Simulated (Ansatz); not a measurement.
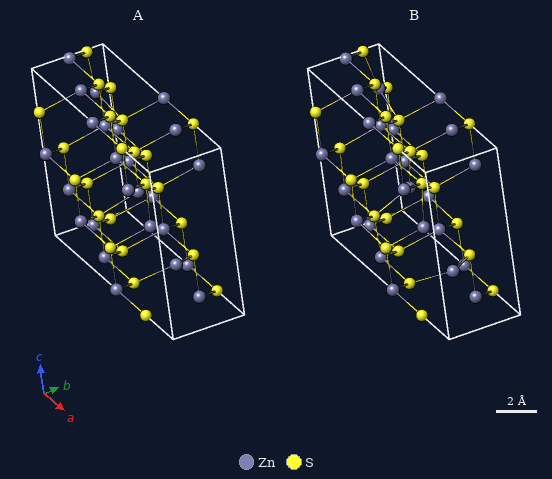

Two geometries of a defect cell of composition Zn₁₆S₁₅ (cell charge +2), drawn at one scale. One is the start of a relaxation, the other its converged end. Style: ball-and-stick. Shown: the cell of the calculation (origin shifted), slightly off an axis.

Computed with DFT PBE, scalar-relativistic, plane waves, PAW (Ansatz). Settings: plane-wave cutoff 420 eV; k-point mesh 2 × 2 × 2; occupations gaussian; smearing width 0.01 eV; mesh shifted by (0.5, 0.5, 0.5); no spin polarisation; atoms relaxed in a fixed cell; force threshold 0.025 eV/Å; at most 45 steps.

Which geometry has the lower energy?

Answer. Structure B is the relaxed one. Case: S vacancy (site d), charge +2, atoms relaxed at the host's cell. Over 3 geometry steps the energy falls by 0.748 eV per cell of the calculation. The largest force component goes from 0.6 to 0.0049 eV/Å. The largest moves, 0.38 Å, are those of Zn atoms. By element the largest moves are Zn 0.38 Å, S 0.03 Å. The cell doesn't change. Near-neighbour distances that change, for instance: S–Zn 2.313 → 2.268 Å, S–Zn 2.343 → 2.313 Å. Among the angles between lasting bonds that change: Zn–S–Zn 105.1° → 96.1°, S–Zn–S 113.5° → 118.9°, Zn–S–Zn 111.5° → 114.3°. Cost: 47 s on 4 threads of Arm Neoverse V2, with other jobs on the host, peak memory 1.3 GiB.

Limits of the set-up: the cell is charged, on a uniform background, and energies carry no finite-size correction.
